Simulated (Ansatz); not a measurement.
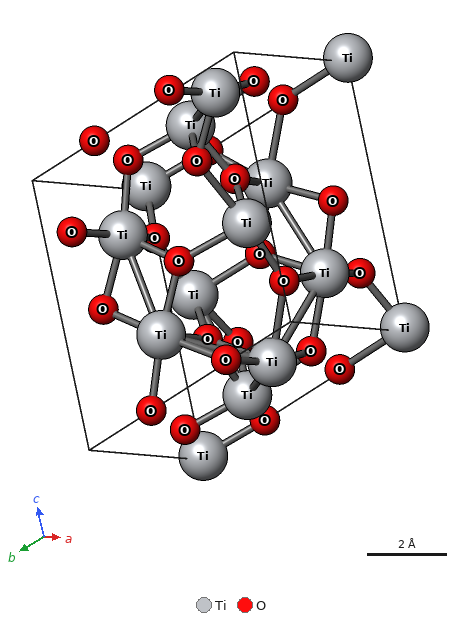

Fig. 1: The structure as given in the input (ball-and-stick view of the cell of the calculation, seen at an oblique angle).

**Ti₉O₁₆ (charge +4): nudged elastic band (part 1 of 3)**

- system: Ti₉O₁₆ (defect cell, 25 atoms in the cell, total charge +4)
- method: DFT PBE, scalar-relativistic, plane waves, PAW, no spin polarisation (Ansatz 0.2.0)

The structure derives from an entry of the Crystallography Open Database.

### Output
```
Warning: neb: disabling space-group detection — the band's intermediate images generally break the endpoint symmetry, so no spatial operation reduces the k-mesh or symmetrises the density, except that a semilocal band can use its path's symmetry ahead of convergence; time reversal is kept, so that k and −k are solved as one point where they differ and the mesh holds both, and exact exchange and, on two spinor components, a DFT+U term hold to it where the run has them: on two components no moment then forms, and a state that bears one, which a typed moment (crystal.atoms[].spin; refused beside efield: under a hybrid functional) reaches, can lie lower, under hf by electronvolts; crystal.symmetry.detect: false (a key that needs symmetry detection or time reversal refuses this as the deck is read) with time_reversal: false beside it drops time reversal too
Engine: ansatz 0.2.0, x86_64-unknown-linux-gnu
Pseudopotentials: kind: paw
Pseudopotential: Ti, paw, valence charge 12, recommended cutoff 420 eV (normal), Ti.paw.azcp
Pseudopotential: O, paw, valence charge 6, recommended cutoff 420 eV (normal), O.paw.azcp
Functional definition: PBE
  parameter kappa = 0.804
  parameter beta = 0.06672455060314922
  exchange = pbe_x(kappa = kappa, mu = beta*pi^2/3)
  correlation = pbe_c(beta = beta)
parallel-image band execution: 4 concurrent image workers
NEB image 0
Crystal: 25 atoms, lattice volume = 255.605 Å³
Basis set: ecut = 420 eV, 4995 PW (Γ), exchange–correlation on 90×90×108 points (8 copies of the dense FFT grid, shifted against one another)
Bands: 125, of which v1, the nominal top of the filled ones, is band 100 counted from 1 (99 counted from 0)
Symmetry: 1 space group operations
k-points: 14 of 27 (time reversal used)
Non-local potential: Ti, projectors of the file, l = 0: 3, l = 1: 2, l = 2: 3, l = 3: 1
Non-local potential: O, projectors of the file, l = 0: 2, l = 1: 2, l = 2: 1
PAW form: soft (Blöchl's): semilocal exchange-correlation on the pseudo side does not see the compensation charge
PAW one-centre angular grid: Ti, 590 points (default); XC on 64 Gauss nodes
PAW one-centre angular grid: O, 110 points (default); XC on 64 Gauss nodes
Initial density: superposition of atomic densities (neutral atoms scaled as one to the charged cell's electrons: chi_scale 0, normalization atom), corrected by the library's trained network
Initial wavefunctions: pseudopotential atomic-orbital guess
Functional: x = pbe(κ = 0.804, μ = 0.2195149727645171), c = pbe(β = 0.06672455060314922)
SCF iter   1: F=—  HF=-31658.004893 eV  |F-HF|=—  |Δ(HF+E_count)|=         —  Δρ=3.40e-2  dr2=2.45e0  ethr=1.77e-3  ⟨swp⟩=5.0  Hψ=6576  notcnv=0  defer=84
preconditioner: auto → Resta (q_TF=auto, 2.619 Å⁻¹)  ε∞=8.9  [insulator: Δε(μ)=2.277 eV  Ē_g=9.369 eV  σ=0.020 eV  W_gap=1.00  n_scr=68 (ndim 8)  ℏωp=26.3 eV  f_vac=0.024  D(μ)=0.00/eV (n_scr^D=0)  ε∞_Penn≈8.9]
SCF iter   2: F=—  HF=-31657.455603 eV  |F-HF|=—  |Δ(HF+E_count)|=   5.49e-1  Δρ=1.35e-2  dr2=3.88e-1  ethr=1.23e-3  ⟨swp⟩=2.0  Hψ=3033  notcnv=0  defer=257
SCF iter   3: F=—  HF=-31657.431993 eV  |F-HF|=—  |Δ(HF+E_count)|=   2.36e-2  Δρ=6.36e-3  dr2=1.28e-1  ethr=1.94e-4  ⟨swp⟩=3.6  Hψ=3065  notcnv=0  defer=257
SCF iter   4: F=—  HF=-31657.423232 eV  |F-HF|=—  |Δ(HF+E_count)|=   8.76e-3  Δρ=2.40e-3  dr2=1.38e-2  ethr=6.42e-5  ⟨swp⟩=3.5  Hψ=2321  notcnv=0  defer=257
SCF iter   5: F=—  HF=-31657.424876 eV  |F-HF|=—  |Δ(HF+E_count)|=   1.64e-3  Δρ=1.09e-3  dr2=3.57e-3  ethr=6.92e-6  ⟨swp⟩=2.2  Hψ=2396  notcnv=0  defer=261
SCF iter   6: F=—  HF=-31657.425145 eV  |F-HF|=—  |Δ(HF+E_count)|=   2.68e-4  Δρ=5.42e-4  dr2=8.86e-4  ethr=1.79e-6  ⟨swp⟩=2.0  Hψ=2424  notcnv=0  defer=261
SCF iter   7: F=—  HF=-31657.425387 eV  |F-HF|=—  |Δ(HF+E_count)|=   2.43e-4  Δρ=3.40e-4  dr2=3.04e-4  ethr=4.43e-7  ⟨swp⟩=2.0  Hψ=2233  notcnv=0  defer=261
SCF iter   8: F=—  HF=-31657.425440 eV  |F-HF|=—  |Δ(HF+E_count)|=   5.30e-5  Δρ=1.05e-4  dr2=3.96e-5  ethr=1.52e-7  ⟨swp⟩=2.0  Hψ=2379  notcnv=0  defer=261
SCF iter   9: F=—  HF=-31657.425188 eV  |F-HF|=—  |Δ(HF+E_count)|=   2.53e-4  Δρ=6.30e-5  dr2=9.94e-6  ethr=1.98e-8  ⟨swp⟩=2.0  Hψ=2382  notcnv=0  defer=261
SCF iter  10: F=—  HF=-31657.425190 eV  |F-HF|=—  |Δ(HF+E_count)|=   2.38e-6  Δρ=2.58e-5  dr2=1.96e-6  ethr=4.97e-9  ⟨swp⟩=2.0  Hψ=2373  notcnv=0  defer=261
SCF iter  11: F=—  HF=-31657.425191 eV  |F-HF|=—  |Δ(HF+E_count)|=   1.19e-6  Δρ=1.13e-5  dr2=3.78e-7  ethr=9.78e-10  ⟨swp⟩=2.0  Hψ=2305  notcnv=0  defer=261
SCF iter  12: F=-31657.425191 eV  HF=-31657.425191 eV  |F-HF|=6.51e-9  |Δ(HF+E_count)|=   1.45e-7  Δρ=4.32e-6  dr2=7.28e-8  ethr=5.00e-11  ⟨swp⟩=4.0  Hψ=5461  notcnv=0
SCF 1 converged in 12 iterations: F = -31657.425191 eV  dr2 = 7.28e-8
  greatest PAW one-centre occupation: 0.999 electrons in one spin orbital (limit 2), on the Ti atom at site 4 (counted from 0), in its partial waves of l = 0
NSCF: frozen V_eff on 14 k-points
NEB image 6
SCF iter   1: F=—  HF=-31658.004935 eV  |F-HF|=—  |Δ(HF+E_count)|=         —  Δρ=3.40e-2  dr2=2.45e0  ethr=1.77e-3  ⟨swp⟩=5.0  Hψ=6574  notcnv=0  defer=84
SCF iter   2: F=—  HF=-31657.455644 eV  |F-HF|=—  |Δ(HF+E_count)|=   5.49e-1  Δρ=1.35e-2  dr2=3.88e-1  ethr=1.23e-3  ⟨swp⟩=2.0  Hψ=3033  notcnv=0  defer=257
SCF iter   3: F=—  HF=-31657.432031 eV  |F-HF|=—  |Δ(HF+E_count)|=   2.36e-2  Δρ=6.36e-3  dr2=1.28e-1  ethr=1.94e-4  ⟨swp⟩=3.6  Hψ=3065  notcnv=0  defer=257
SCF iter   4: F=—  HF=-31657.423265 eV  |F-HF|=—  |Δ(HF+E_count)|=   8.77e-3  Δρ=2.40e-3  dr2=1.38e-2  ethr=6.42e-5  ⟨swp⟩=3.5  Hψ=2321  notcnv=0  defer=257
SCF iter   5: F=—  HF=-31657.424919 eV  |F-HF|=—  |Δ(HF+E_count)|=   1.65e-3  Δρ=1.09e-3  dr2=3.58e-3  ethr=6.92e-6  ⟨swp⟩=2.2  Hψ=2396  notcnv=0  defer=261
SCF iter   6: F=—  HF=-31657.425173 eV  |F-HF|=—  |Δ(HF+E_count)|=   2.54e-4  Δρ=5.42e-4  dr2=8.86e-4  ethr=1.79e-6  ⟨swp⟩=2.0  Hψ=2415  notcnv=0  defer=261
SCF iter   7: F=—  HF=-31657.425422 eV  |F-HF|=—  |Δ(HF+E_count)|=   2.49e-4  Δρ=3.40e-4  dr2=3.03e-4  ethr=4.43e-7  ⟨swp⟩=2.0  Hψ=2249  notcnv=0  defer=261
SCF iter   8: F=—  HF=-31657.425471 eV  |F-HF|=—  |Δ(HF+E_count)|=   4.86e-5  Δρ=1.05e-4  dr2=3.97e-5  ethr=1.52e-7  ⟨swp⟩=2.0  Hψ=2377  notcnv=0  defer=261
SCF iter   9: F=—  HF=-31657.425188 eV  |F-HF|=—  |Δ(HF+E_count)|=   2.83e-4  Δρ=6.31e-5  dr2=1.00e-5  ethr=1.99e-8  ⟨swp⟩=2.0  Hψ=2397  notcnv=0  defer=261
SCF iter  10: F=—  HF=-31657.425190 eV  |F-HF|=—  |Δ(HF+E_count)|=   2.39e-6  Δρ=2.59e-5  dr2=1.97e-6  ethr=5.00e-9  ⟨swp⟩=2.0  Hψ=2351  notcnv=0  defer=261
SCF iter  11: F=—  HF=-31657.425191 eV  |F-HF|=—  |Δ(HF+E_count)|=   1.19e-6  Δρ=1.13e-5  dr2=3.74e-7  ethr=9.85e-10  ⟨swp⟩=2.0  Hψ=2324  notcnv=0  defer=261
SCF iter  12: F=-31657.425191 eV  HF=-31657.425191 eV  |F-HF|=7.11e-9  |Δ(HF+E_count)|=   1.47e-7  Δρ=4.34e-6  dr2=7.30e-8  ethr=5.00e-11  ⟨swp⟩=4.0  Hψ=5450  notcnv=0
SCF 2 converged in 12 iterations: F = -31657.425191 eV  dr2 = 7.30e-8
[... from here on the iterations of each SCF are left out, up to the last one ...]
NSCF: frozen V_eff on 14 k-points
NEB end point (image 0): max|allowed force component| = 6.978e-3 eV/Å (the criterion of neb.relax_end_points is 1.000e-2)
NEB end point (image 6): max|allowed force component| = 6.979e-3 eV/Å (the criterion of neb.relax_end_points is 1.000e-2)
NEB image 1
preconditioner: auto → Resta (q_TF=auto, 2.619 Å⁻¹)  ε∞=8.8  [insulator: Δε(μ)=2.210 eV  Ē_g=9.413 eV  σ=0.020 eV  W_gap=1.00  n_scr=68 (ndim 8)  ℏωp=26.3 eV  f_vac=0.024  D(μ)=0.00/eV (n_scr^D=0)  ε∞_Penn≈8.8]
SCF 3 converged in 12 iterations: F = -31657.304504 eV  dr2 = 5.53e-8
NEB image 2
preconditioner: auto → Resta (q_TF=auto, 2.619 Å⁻¹)  ε∞=8.7  [insulator: Δε(μ)=2.166 eV  Ē_g=9.443 eV  σ=0.020 eV  W_gap=1.00  n_scr=68 (ndim 8)  ℏωp=26.3 eV  f_vac=0.024  D(μ)=0.00/eV (n_scr^D=0)  ε∞_Penn≈8.7]
SCF 4 converged in 12 iterations: F = -31657.100004 eV  dr2 = 5.44e-8
NEB image 3
preconditioner: auto → Resta (q_TF=auto, 2.619 Å⁻¹)  ε∞=8.7  [insulator: Δε(μ)=2.165 eV  Ē_g=9.453 eV  σ=0.020 eV  W_gap=1.00  n_scr=68 (ndim 8)  ℏωp=26.3 eV  f_vac=0.025  D(μ)=0.00/eV (n_scr^D=0)  ε∞_Penn≈8.7]
SCF 5 converged in 12 iterations: F = -31657.005610 eV  dr2 = 5.06e-8
NEB image 4
SCF 6 converged in 12 iterations: F = -31657.100004 eV  dr2 = 5.48e-8
NEB image 5
SCF 7 converged in 12 iterations: F = -31657.304504 eV  dr2 = 5.53e-8
NEB iter   1: max|band force component| = 7.173e-1 eV/Å  barrier→ = 0.4196 eV  barrier← = 0.4196 eV  Δτ_max = 0.0334 Å  (84 SCF iters)
NEB image 1
Initial density: handed on by an earlier stage of this run
Initial wavefunctions: those handed on with the density
preconditioner: auto → Resta (q_TF=auto, 2.619 Å⁻¹)  ε∞=8.5  [insulator: Δε(μ)=2.378 eV  Ē_g=9.567 eV  σ=0.020 eV  W_gap=1.00  n_scr=68 (ndim 8)  ℏωp=26.3 eV  f_vac=0.032  D(μ)=0.00/eV (n_scr^D=0)  ε∞_Penn≈8.5]
SCF 8 converged in 9 iterations: F = -31657.358928 eV  dr2 = 8.45e-8
NEB image 2
preconditioner: auto → Resta (q_TF=auto, 2.619 Å⁻¹)  ε∞=8.5  [insulator: Δε(μ)=2.317 eV  Ē_g=9.588 eV  σ=0.020 eV  W_gap=1.00  n_scr=68 (ndim 8)  ℏωp=26.3 eV  f_vac=0.033  D(μ)=0.00/eV (n_scr^D=0)  ε∞_Penn≈8.5]
SCF 9 converged in 10 iterations: F = -31657.226261 eV  dr2 = 3.62e-8
NEB image 3
preconditioner: auto → Resta (q_TF=auto, 2.619 Å⁻¹)  ε∞=8.5  [insulator: Δε(μ)=2.301 eV  Ē_g=9.595 eV  σ=0.020 eV  W_gap=1.00  n_scr=68 (ndim 8)  ℏωp=26.3 eV  f_vac=0.034  D(μ)=0.00/eV (n_scr^D=0)  ε∞_Penn≈8.5]
SCF 10 converged in 10 iterations: F = -31657.159448 eV  dr2 = 8.72e-9
NEB image 4
SCF 11 converged in 10 iterations: F = -31657.226261 eV  dr2 = 3.62e-8
NEB image 5
SCF 12 converged in 9 iterations: F = -31657.358928 eV  dr2 = 8.43e-8
NEB iter   2: max|band force component| = 2.727e-1 eV/Å  barrier→ = 0.2657 eV  barrier← = 0.2657 eV  CI = image 3  Δτ_max = 0.0202 Å  (48 SCF iters)
[... from here on the SCF iterations and repeated set-up lines of each step are left out, up to the last step ...]
NEB image 1
SCF 13 converged in 9 iterations: F = -31657.375589 eV  dr2 = 3.56e-8
NEB image 2
SCF 14 converged in 9 iterations: F = -31657.262647 eV  dr2 = 5.51e-8
NEB image 3
SCF 15 converged in 9 iterations: F = -31657.201334 eV  dr2 = 3.25e-8
NEB image 4
SCF 16 converged in 9 iterations: F = -31657.262647 eV  dr2 = 5.51e-8
NEB image 5
SCF 17 converged in 9 iterations: F = -31657.375589 eV  dr2 = 3.56e-8
NEB iter   3: max|band force component| = 1.802e-1 eV/Å  barrier→ = 0.2239 eV  barrier← = 0.2239 eV  CI = image 3  Δτ_max = 0.0273 Å  (45 SCF iters)
NEB image 1
SCF 18 converged in 9 iterations: F = -31657.387679 eV  dr2 = 7.75e-8
NEB image 2
SCF 19 converged in 10 iterations: F = -31657.289432 eV  dr2 = 2.41e-8
NEB image 3
SCF 20 converged in 10 iterations: F = -31657.230121 eV  dr2 = 1.71e-8
NEB image 4
SCF 21 converged in 10 iterations: F = -31657.289432 eV  dr2 = 2.41e-8
NEB image 5
SCF 22 converged in 9 iterations: F = -31657.387679 eV  dr2 = 7.73e-8
NEB iter   4: max|band force component| = 2.365e-1 eV/Å  barrier→ = 0.1951 eV  barrier← = 0.1951 eV  CI = image 3  Δτ_max = 0.0137 Å  (48 SCF iters)
NEB image 1
SCF 23 converged in 9 iterations: F = -31657.395862 eV  dr2 = 3.71e-8
NEB image 2
SCF 24 converged in 9 iterations: F = -31657.302918 eV  dr2 = 4.40e-8
NEB image 3
SCF 25 converged in 8 iterations: F = -31657.240431 eV  dr2 = 9.13e-8
NEB image 4
SCF 26 converged in 9 iterations: F = -31657.302918 eV  dr2 = 4.40e-8
NEB image 5
SCF 27 converged in 9 iterations: F = -31657.395862 eV  dr2 = 3.71e-8
NEB iter   5: max|band force component| = 1.246e-1 eV/Å  barrier→ = 0.1848 eV  barrier← = 0.1848 eV  CI = image 3  Δτ_max = 0.0274 Å  (44 SCF iters)
NEB image 1
SCF 28 converged in 10 iterations: F = -31657.401145 eV  dr2 = 2.12e-8
NEB image 2
SCF 29 converged in 10 iterations: F = -31657.316955 eV  dr2 = 1.86e-8
NEB image 3
SCF 30 converged in 9 iterations: F = -31657.251935 eV  dr2 = 3.18e-8
NEB image 4
SCF 31 converged in 10 iterations: F = -31657.316955 eV  dr2 = 1.86e-8
NEB image 5
SCF 32 converged in 10 iterations: F = -31657.401145 eV  dr2 = 2.12e-8
NEB iter   6: max|band force component| = 2.050e-1 eV/Å  barrier→ = 0.1733 eV  barrier← = 0.1733 eV  CI = image 3  Δτ_max = 0.0137 Å  (49 SCF iters)
NEB image 1
SCF 33 converged in 9 iterations: F = -31657.405805 eV  dr2 = 1.23e-8
NEB image 2
SCF 34 converged in 8 iterations: F = -31657.320686 eV  dr2 = 9.89e-8
NEB image 3
SCF 35 converged in 8 iterations: F = -31657.253522 eV  dr2 = 6.31e-8
NEB image 4
SCF 36 converged in 8 iterations: F = -31657.320686 eV  dr2 = 9.80e-8
NEB image 5
SCF 37 converged in 9 iterations: F = -31657.405805 eV  dr2 = 1.24e-8
NEB iter   7: max|band force component| = 1.035e-1 eV/Å  barrier→ = 0.1717 eV  barrier← = 0.1717 eV  CI = image 3  Δτ_max = 0.0077 Å  (42 SCF iters)
NEB image 1
preconditioner: auto → Resta (q_TF=auto, 2.619 Å⁻¹)  ε∞=8.6  [insulator: Δε(μ)=2.339 eV  Ē_g=9.548 eV  σ=0.020 eV  W_gap=1.00  n_scr=68 (ndim 8)  ℏωp=26.3 eV  f_vac=0.032  D(μ)=0.00/eV (n_scr^D=0)  ε∞_Penn≈8.6]
SCF 38 converged in 7 iterations: F = -31657.406744 eV  dr2 = 9.80e-8
NEB image 2
preconditioner: auto → Resta (q_TF=auto, 2.619 Å⁻¹)  ε∞=8.5  [insulator: Δε(μ)=2.278 eV  Ē_g=9.592 eV  σ=0.020 eV  W_gap=1.00  n_scr=68 (ndim 8)  ℏωp=26.3 eV  f_vac=0.032  D(μ)=0.00/eV (n_scr^D=0)  ε∞_Penn≈8.5]
SCF 39 converged in 7 iterations: F = -31657.320643 eV  dr2 = 3.76e-8
NEB image 3
preconditioner: auto → Resta (q_TF=auto, 2.619 Å⁻¹)  ε∞=8.5  [insulator: Δε(μ)=2.278 eV  Ē_g=9.607 eV  σ=0.020 eV  W_gap=1.00  n_scr=68 (ndim 8)  ℏωp=26.3 eV  f_vac=0.032  D(μ)=0.00/eV (n_scr^D=0)  ε∞_Penn≈8.5]
SCF 40 converged in 7 iterations: F = -31657.254354 eV  dr2 = 2.17e-8
NEB image 4
SCF 41 converged in 7 iterations: F = -31657.320643 eV  dr2 = 3.74e-8
NEB image 5
iter 1 solved again at ethr=1.00e-6 eV; its pass at ethr=3.10e-3 eV (dr2=2.00e-3 eV) is discarded
SCF iter   1: F=—  HF=-31657.407607 eV  |F-HF|=—  |Δ(HF+E_count)|=         —  Δρ=9.63e-4  dr2=2.14e-3  ethr=1.00e-6  ⟨swp⟩=3.4  Hψ=5819  notcnv=0
SCF iter   2: F=—  HF=-31657.407196 eV  |F-HF|=—  |Δ(HF+E_count)|=   4.10e-4  Δρ=4.96e-4  dr2=5.14e-4  ethr=1.00e-6  ⟨swp⟩=3.7  Hψ=2649  notcnv=0  defer=7
SCF iter   3: F=—  HF=-31657.407100 eV  |F-HF|=—  |Δ(HF+E_count)|=   9.64e-5  Δρ=2.84e-4  dr2=2.10e-4  ethr=2.57e-7  ⟨swp⟩=2.5  Hψ=2687  notcnv=0
SCF iter   4: F=—  HF=-31657.407062 eV  |F-HF|=—  |Δ(HF+E_count)|=   3.76e-5  Δρ=7.93e-5  dr2=1.59e-5  ethr=1.05e-7  ⟨swp⟩=2.0  Hψ=2539  notcnv=0
SCF iter   5: F=—  HF=-31657.406744 eV  |F-HF|=—  |Δ(HF+E_count)|=   3.18e-4  Δρ=3.87e-5  dr2=3.04e-6  ethr=7.94e-9  ⟨swp⟩=2.0  Hψ=2443  notcnv=0
SCF iter   6: F=—  HF=-31657.406744 eV  |F-HF|=—  |Δ(HF+E_count)|=   2.91e-7  Δρ=2.11e-5  dr2=1.09e-6  ethr=1.52e-9  ⟨swp⟩=2.0  Hψ=2565  notcnv=0
SCF iter   7: F=-31657.406744 eV  HF=-31657.406744 eV  |F-HF|=2.27e-8  |Δ(HF+E_count)|=   2.56e-8  Δρ=6.06e-6  dr2=9.83e-8  ethr=5.00e-11  ⟨swp⟩=4.1  Hψ=6901  notcnv=0
SCF 42 converged in 7 iterations: F = -31657.406744 eV  dr2 = 9.83e-8
NEB image 1
NSCF: frozen V_eff on 14 k-points
NEB image 2
NSCF: frozen V_eff on 14 k-points
NEB image 4
NSCF: frozen V_eff on 14 k-points
NEB image 5
NSCF: frozen V_eff on 14 k-points
NEB image 3
NSCF: frozen V_eff on 14 k-points
the band table was solved once a step of the walk had ended and its energy, with any forces and stress, was formed, with the checks that follow a solve (6982 applications of the Hamiltonian). They found nothing against the state; the energy, forces and stress were not computed again (output.eigenvalues in the input reference)
NEB iter   8: max|band force component| = 3.427e-2 eV/Å  barrier→ = 0.1708 eV  barrier← = 0.1708 eV  CI = image 3  Δτ_max = 0.0000 Å  (35 SCF iters)
```

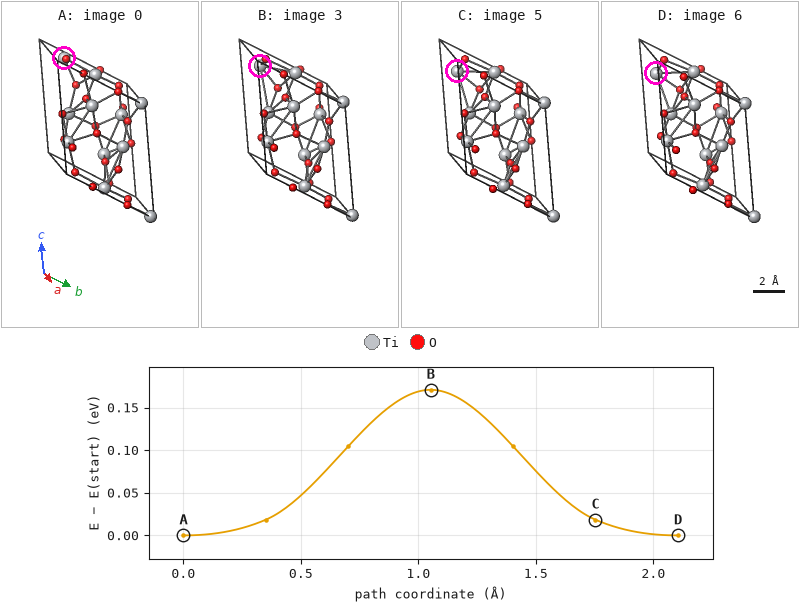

Fig. 2: Images of the last band (counted from 0; ball-and-stick, reduced simulation cell, seen slightly off an axis), with the moving atom and its periodic copies ringed, above the energy along the path; the line is a cubic interpolation that uses the forces. The highest image is number 3, 0.171 eV above the start and 0.171 eV above the end (the climbing image); start and end have the same energy. The path is 2.10 Å long, and Ti25 moves most (1.12 Å). The band converged in 8 iterations.
